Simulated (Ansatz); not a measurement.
CrI$_{3}$

```
Cr I
1.0
     5.54924    0.00000    0.00000
     0.00000    5.54924    0.00000
     0.00000    0.00000    5.54924
Cr I
1 3
Cartesian
  0.0000 0.0000 0.0000
  2.7746 0.0000 0.0000
  0.0000 0.0000 2.7746
  0.0000 2.7746 0.0000
```

Space group Pm-3m; started from the ReO3 prototype, which need not be the ambient phase; spin-polarised.

The calculation used DFT HSE06, scalar-relativistic, plane waves, PAW in Ansatz 0.2.0.

The density is the valence pseudo-density of a PAW calculation; it isn't the true density close to the nuclei.

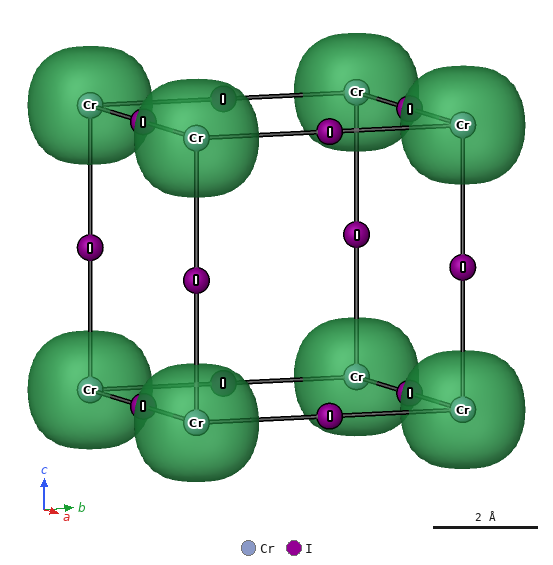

Figure 1. Isosurface of the spin density at +0.06 e/Å³ (green), seen slightly off an axis. Sticks mark near contacts.

Which atoms carry the moments, and with what signs?

Answer. The spin density sits on Cr: +3.6 μB in one cell of 4 atoms, with smaller moments on other sites: I (up to −0.11 μB): parallel main moments, as they must be, since the calculation's own cell holds one magnetic site. The cell of the calculation (4 atoms) carries 3.4 μB of net spin moment.

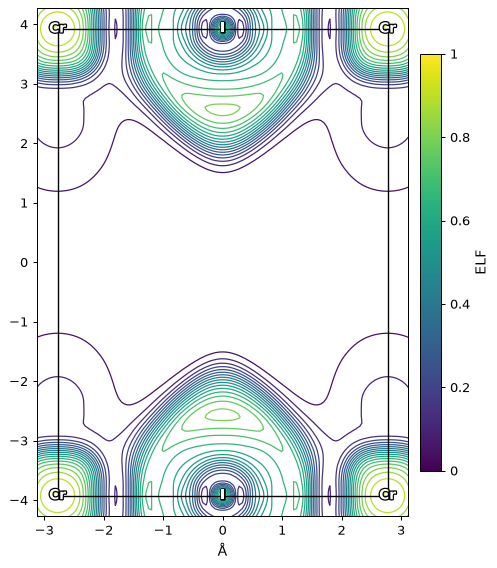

Figure 2. ELF on the (101) plane of the conventional cell.

Read the bonding off the picture.

Answer. Atoms in the plane: Cr and I.
Cr–I (2.77 Å): the ELF peaks at about 0.70 in the valence shell of I, 1.2 Å from its nucleus, and is about 0.60 at the midpoint.
The features right at Cr lie inside the PAW spheres, where the map follows smoothed inner orbitals and isn't to be read closely.

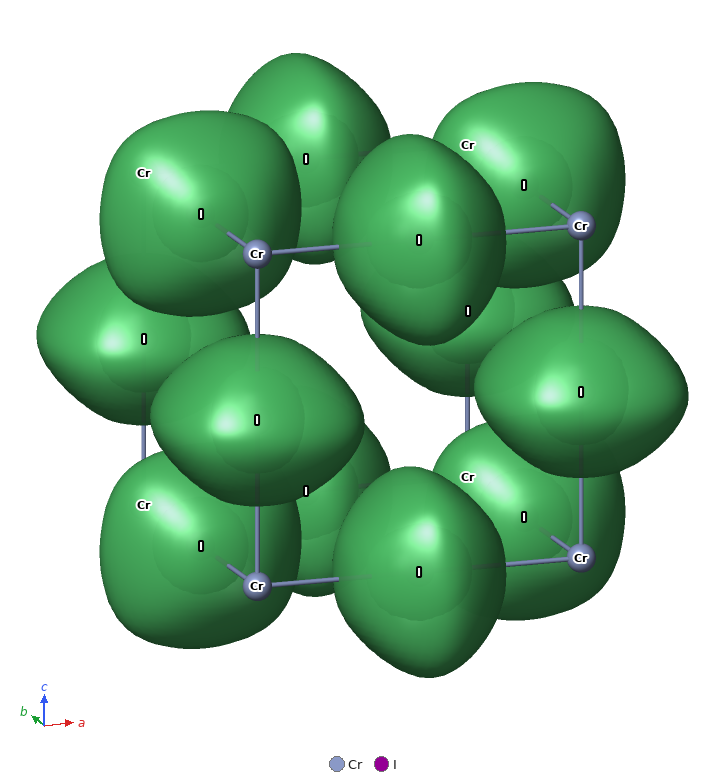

Figure 3. Isosurface of the electron localisation function at 0.6 (green), seen slightly off an axis. Only the valence region is drawn (cores and ρ < 0.01 e/Å³ removed). Sticks mark near contacts.

Describe the localisation domains.

Answer. At this value the surface marks out three regions wrapped around I (the valence shell of each), counted in one cell of 4 atoms. Regions shared between cells count once.

Does the calculation give a band gap?

Answer. It is gapless in this calculation (a metal or semimetal); semilocal functionals without U, or without the true magnetic order, often close the gap of such compounds.
